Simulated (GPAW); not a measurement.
# BN (P6_3/mmc): how ε∞ follows the gap

The empty bands of BN (P6_3/mmc) are shifted up rigidly by Δ, and ε∞ along x is computed for each shift. x, y and z are the Cartesian axes of the input cell.

Symmetry: P6_3/mmc, No. 194, hexagonal system. The conventional cell has a = 2.498 Å, b = 2.498 Å, c = 6.636 Å, α = 90.00°, β = 90.00°, γ = 120.00°. Around N on site d lie 3 B at 1.44 Å. Around B on site c lie 3 N at 1.44 Å.

Method: GPAW 26.7.0, LDA, RPA, k-mesh 15×15×5, local fields up to 50 eV, Lorentzian half width 0.15 eV.

Launch of the response step: `OMP_NUM_THREADS=1 python df.py`. The series took 2.6 min in all, its band step included, on 1 thread of Arm Neoverse V2, on a shared host.

```
Δ (eV)  ε∞ along x
  0.00           ?
  0.40       4.594
  0.80       4.430
  1.20       4.282
  1.60       4.149
  2.00       4.028
```

With one effective transition at E₀ and fixed dipole strength, ε∞ − 1 = A/(E₀ + Δ), so 1/(ε∞ − 1) is linear in Δ.

Working, on the rows shown:

| x = Δ (eV) | y = 1/(ε∞ − 1) |
| --- | --- |
| 0.4 | 0.278242 |
| 0.8 | 0.291545 |
| 1.2 | 0.304692 |
| 1.6 | 0.317561 |
| 2 | 0.330251 |

Means: x̄ = 1.2, ȳ = 0.30446. Σ(x − x̄)(y − ȳ) = 0.05201, Σ(x − x̄)² = 1.6. Slope = 0.05201 / 1.6 = 0.03251; intercept = ȳ − slope · x̄ = 0.26545. Turned back into ε∞ along x, the line misses the rows shown by at most 0.0027.

Question: Predict the last column of the withheld row from the fit.

Answer: At x = 0 the line gives y = 0.26545, that is 4.767. The run gave 4.778, so the extrapolation is off by 0.011, 1.4 % of the range in the table.

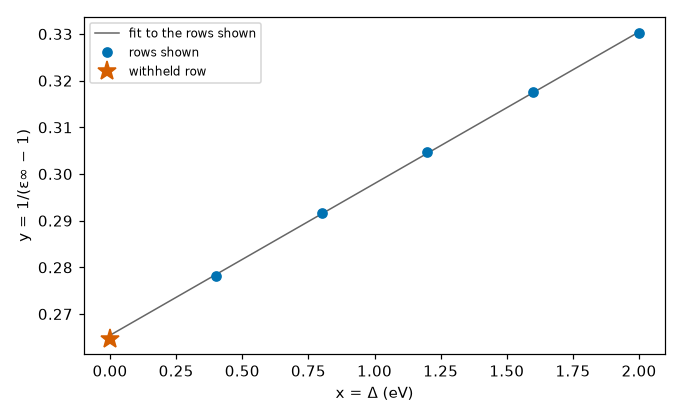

Refitted with all rows, the slope is 0.03278 and the intercept 0.26505. These give E₀ = intercept/slope = 8.1 eV, far above the least direct gap of 4.50 eV: most of the screening comes from transitions well over the edge. Over the first step ε∞ falls by 10 % per eV. The cell comes from an older database entry, whose edges can be off by a per cent or so. Excitons are left out; LDA gaps are as a rule too small. The values come from a sum over the points of one k-mesh and carry its error, which grows as the direct gap shrinks.

[Logs are printed without paths, hosts, clocks, repeated set-up lines and the standing remarks that a program may print on its own settings, such as how far it seeks lower states.]
